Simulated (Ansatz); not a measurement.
## A series of single points on CdS

System: CdS (P6₃mc, 4 atoms in the cell).
Method: Kohn-Sham DFT of a periodic cell, RPBE with D3(BJ), Ansatz PAW, no spin polarisation (Ansatz 0.2.0).

The 6 runs differ only in the geometry, by an even scaling of the cell at fixed fractional positions. The structure derives from an entry of the Crystallography Open Database.

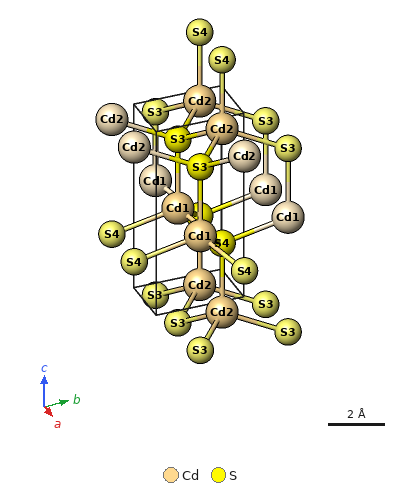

Figure 1. The structure of run 4 (ball-and-stick view of the cell of the calculation, repeated 2 × 1 × 1, seen slightly off an axis; neighbours outside the cell are drawn fainter; atoms are numbered from 1 in the order of the input).

**Input of run 4**
```yaml
crystal:
  lattice:
    - [4.1774842447, 0.0, 0.0]
    - [-2.0887421223, 3.6178074798, 0.0]
    - [0.0, 0.0, 6.7816171943]
  atoms:
    - { symbol: Cd, position: [0.6666666667, 0.3333333333, 0.5] }
    - { symbol: Cd, position: [0.3333333333, 0.6666666667, 0.0] }
    - { symbol: S, position: [0.6666666667, 0.3333333333, 0.875] }
    - { symbol: S, position: [0.3333333333, 0.6666666667, 0.375] }
hamiltonian:
  xc: rpbe
  pseudopotentials: { kind: paw }
  dispersion: d3bj
kpoints:
  mp_grid: { grid: [7, 7, 4] }
scf:
  occupations: { method: fermi_dirac, width: 0.05 }
output:
  forces: true
  stress: true
  eigenvalues: true
```

Command:
```bash
ansatz run input.yaml --threads 2 --pin off --max-ram 5120MiB --backend cpu --events-out ev --progress --plain --runs-dir out
```

Lattice vectors (Å) and fractional positions of run 4:
```
   4.177484    0.000000    0.000000
  -2.088742    3.617807    0.000000
   0.000000    0.000000    6.781617
Cd  0.666667  0.333333  0.500000
Cd  0.333333  0.666667  0.000000
S   0.666667  0.333333  0.875000
S   0.333333  0.666667  0.375000
```

Run 5 differs from it as follows:
```diff
-    - [4.1774842447, 0.0, 0.0]
-    - [-2.0887421223, 3.6178074798, 0.0]
-    - [0.0, 0.0, 6.7816171943]
+    - [4.2046115259, 0.0, 0.0]
+    - [-2.1023057629, 3.6413003944, 0.0]
+    - [0.0, 0.0, 6.8256549035]
```

**Results, with one run withheld**

| run | volume per atom (Å³) | free energy per atom, from the lowest run given (meV) | pressure (GPa) | gap on the mesh (eV) |
| --- | --- | --- | --- | --- |
| 1 | 23.614 | 0.00 | −0.87 | 1.52 |
| 2 | 24.116 | 4.80 | −2.17 | 1.48 |
| 3 | 24.618 | 13.48 | −3.34 | 1.43 |
| 4 | 25.623 | 40.80 | −5.30 | 1.34 |
| 5 | 26.126 | ? | ? | ? |
| 6 | 26.628 | 79.10 | −6.85 | 1.24 |

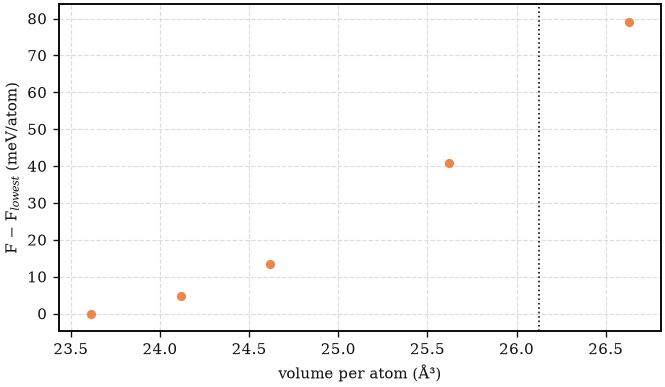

Figure 2. Free energy per atom of the runs given; the dotted line marks run 5.

Fit the runs given and predict run 5.

A cubic polynomial in V^(−2/3) (the Birch–Murnaghan form), fitted to the 5 runs given, misses them by under 0.01 meV per atom. With x = V^(−2/3) − 0.11733 Å⁻², it reads F = 19.444 − 7739.5 x + 7.3198e+05 x² + 1.2473e+06 x³ (meV per atom). At run 5 it gives 58.75 meV per atom, and the run itself gives 58.73. The slope of the fit gives a pressure −dF/dV of −6.12 GPa there, and the run prints −6.12 GPa. The fit has no minimum inside this range. The gap on the mesh goes, without turning, from 1.52 eV in run 1 to 1.24 eV in run 6; run 5 has 1.29 eV. These are gaps of this functional on this mesh, which can miss the band edges; they aren't the measured gap.

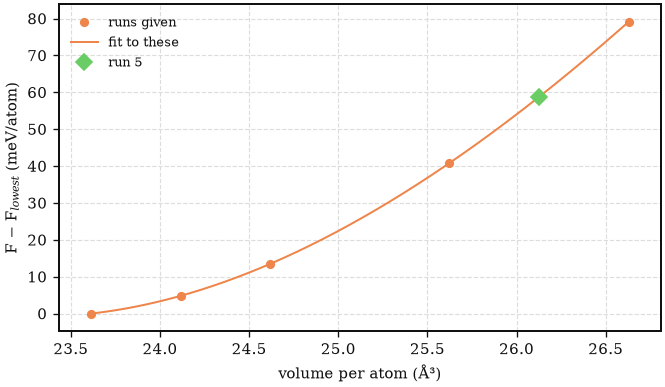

Figure 3. The fit and the withheld run.

**Output, shortened to warnings, some set-up lines, iterations and results (run 5)**
```
Basis set: ecut = 420 eV, 1997 PW (Γ), exchange–correlation on 60×60×96 points (8 copies of the dense FFT grid, shifted against one another)
Symmetry: 12 space group operations
k-points: 24 of 196 (time reversal used)
Initial density: superposition of atomic densities (neutral atoms: chi_scale 0, normalization atom), corrected by the library's trained network
[...]
SCF iter   1: F=—  HF=-18343.572793 eV  |F-HF|=—  |Δ(HF+E_count)|=         —  Δρ=3.53e-3  dr2=1.16e-2  ethr=1.77e-3  ⟨swp⟩=6.1  Hψ=3045  notcnv=0
SCF iter   2: F=—  HF=-18343.571842 eV  |F-HF|=—  |Δ(HF+E_count)|=   9.51e-4  Δρ=1.30e-3  dr2=1.88e-3  ethr=2.22e-5  ⟨swp⟩=2.0  Hψ=1265  notcnv=0
SCF iter   3: F=—  HF=-18343.571938 eV  |F-HF|=—  |Δ(HF+E_count)|=   9.56e-5  Δρ=5.35e-4  dr2=3.94e-4  ethr=3.62e-6  ⟨swp⟩=1.0  Hψ=729  notcnv=0
SCF iter   4: F=—  HF=-18343.572131 eV  |F-HF|=—  |Δ(HF+E_count)|=   1.93e-4  Δρ=1.28e-4  dr2=1.95e-5  ethr=7.57e-7  ⟨swp⟩=2.2  Hψ=1161  notcnv=0
SCF iter   5: F=—  HF=-18343.572255 eV  |F-HF|=—  |Δ(HF+E_count)|=   1.24e-4  Δρ=4.04e-5  dr2=2.32e-6  ethr=3.75e-8  ⟨swp⟩=2.0  Hψ=1161  notcnv=0
SCF iter   6: F=—  HF=-18343.572262 eV  |F-HF|=—  |Δ(HF+E_count)|=   6.62e-6  Δρ=1.20e-5  dr2=1.79e-7  ethr=4.46e-9  ⟨swp⟩=2.0  Hψ=1151  notcnv=0
SCF iter   7: F=-18343.572263 eV  HF=-18343.572263 eV  |F-HF|=3.38e-8  |Δ(HF+E_count)|=   1.08e-6  Δρ=4.53e-6  dr2=1.98e-8  ethr=1.92e-10  ⟨swp⟩=7.9  Hψ=3345  notcnv=0
SCF 1 converged in 7 iterations: F = -18343.572263 eV  dr2 = 1.98e-8
SCF converged after 7 iterations
Free energy (F): -18343.572263 eV
Harris-Foulkes:  -18343.572263 eV  (|F-HF|=3.38e-8)
Internal energy: -18343.572263 eV  (E = F + TS)
E sigma→0 (E₀):  -18343.572263 eV
Entropy (-TS):   -0.000000 eV (-0.000 meV/atom)
Fermi energy:    6.999860 eV
--- Per-component energies (eV) ---
  E_band       = -1036.930365
  E_kinetic    = 1221.932639
  E_local      = -8188.431256  (includes V_loc(G=0)·N_el)
  E_nonlocal   = 121.567067
  E_hartree    = 3757.541794
  E_xc         = -548.104667
  E_vxc        = -616.826109  (∫ρ·V_xc dr)
  E_paw        = -9390.907740  (= ΣΔE_a)
  E_vpaw       = -1090.268987  (= ΣTr[D̂ρ^β])
  E_aug_tail   = 0.000032  (compensation charges beyond the density's cutoff)
  E_ewald      = -5312.483115
  E_disp       = -4.389522  (pairwise vdW)
  E_core_change = -0.297496  (= ΣΔE_core)
  E_smearing   = -0.000000  (= −TS)
  E_closure    = 0.000000  (closes the sum)
  Σ components = -18343.572263   (vs F -18343.572263, Δ=0.00e0)
--- Forces (eV/Å), atoms counted from 1 ---
  atom   1  Cd     0.00000000     0.00000000    -0.07938010
  atom   2  Cd    -0.00000000     0.00000000    -0.07938010
  atom   3  S      0.00000000    -0.00000000     0.07936612
  atom   4  S      0.00000000     0.00000000     0.07936612
  max |Σ_I F_I| component: 2.79e-5 eV/Å
--- Stress (GPa, compression-positive) ---
       -6.224178      -0.000000      -0.000000
       -0.000000      -6.224178       0.000000
       -0.000000       0.000000      -5.920473
  P = ⅓ Tr σ = -6.1229 GPa (-61.229 kbar)
```

Notes: Points of doubt noted for this run: forces on files of another functional.
